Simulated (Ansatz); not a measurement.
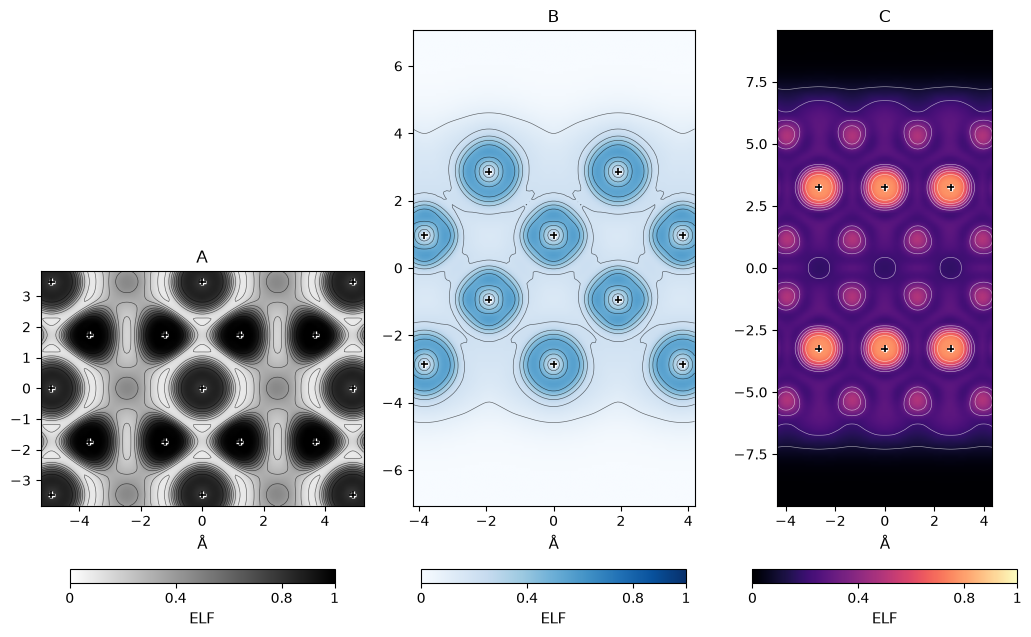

The electron localisation function of 3 systems, each on a plane through atoms (crosses mark nuclei in the plane).

These are results of DFT LDA, scalar-relativistic, plane waves, PAW (Ansatz 0.2.0), not measurements.

System 1: Rh (slab), the (100) plane of the calculation cell, a cut from vacuum to vacuum. Computed without spin polarisation.

```
Rh
1.0
     2.65426    0.00000    0.00000
    -1.32713    2.29866    0.00000
     0.00000    0.00000   25.83597
Rh
6
Direct
  0.66667 0.33333 0.29214
  0.33333 0.66667 0.37435
  0.00000 0.00000 0.45773
  0.66667 0.33333 0.54227
  0.33333 0.66667 0.62565
  0.00000 0.00000 0.70786
```

System 2: Pd (slab), the (110) plane of the calculation cell, a cut from vacuum to vacuum. 

```
Pd
1.0
     2.71455    0.00000    0.00000
     0.00000    2.71455    0.00000
     0.00000    0.00000   22.75842
Pd
4
Direct
  0.50000 0.50000 0.37349
  0.00000 0.00000 0.45783
  0.50000 0.50000 0.54180
  0.00000 0.00000 0.62456
```

System 3: LuH$_{2}$, the (011) plane of the conventional cell. Space group Fm-3m; computed without spin polarisation.

```
CELL_PARAMETERS angstrom
4.91034 0.00000 0.00000
0.00000 4.91034 0.00000
0.00000 0.00000 4.91034
ATOMIC_POSITIONS crystal
Lu 0.00000 0.00000 0.00000
Lu 0.50000 0.50000 0.00000
Lu 0.50000 0.00000 0.50000
Lu 0.00000 0.50000 0.50000
H 0.25000 0.25000 0.25000
H 0.75000 0.75000 0.25000
H 0.75000 0.25000 0.75000
H 0.25000 0.75000 0.75000
H 0.75000 0.25000 0.25000
H 0.25000 0.75000 0.25000
H 0.25000 0.25000 0.75000
H 0.75000 0.75000 0.75000
```

> Match each panel to its system.

Panel A is system 3, LuH$_{2}$: the plane holds Lu and H. Lu–H (2.13 Å): the ELF climbs to about 1 towards the hydrogen. Panel B is system 2, Pd: the plane holds Pd. Pd–Pd (2.69 Å): the ELF is about 0.20 at the midpoint (no localised pair shows between them). Panel C is system 1, Rh: the plane holds Rh. Rh–Rh (2.65 Å): the ELF is about 0.25 at the midpoint; no localised pair shows between them.
